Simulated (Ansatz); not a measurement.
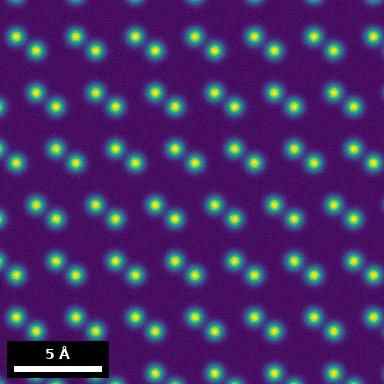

Dark-field STEM-like image of Ir (Fd-3m, No. 227) along [110]. Simulated incoherent Z contrast: every atom adds Z^1.8 spread by a probe of 0.67 Å full width; channelling and multiple scattering are left out. The display is stretched by a gamma of 0.8; percentages refer to the linear signal. Shot noise was added.

One planar defect was built into the perfect crystal by geometry alone, without relaxation. Host structure: the geometry relaxed with Ansatz, DFT, PBE, plane waves (420 eV) with PAW, scalar-relativistic; the starting structure was generated, so it need not be a known form of this composition.

**Where does the periodic pattern break, and how?**

A planar fault (a stacking fault) runs horizontally about 11 Å below the top edge. The part above it is shifted along the boundary by 2/3 of the 3.41 Å repeat of the rows (2.3 Å to the right, the same as 1.1 Å to the left); both parts keep the same orientation.
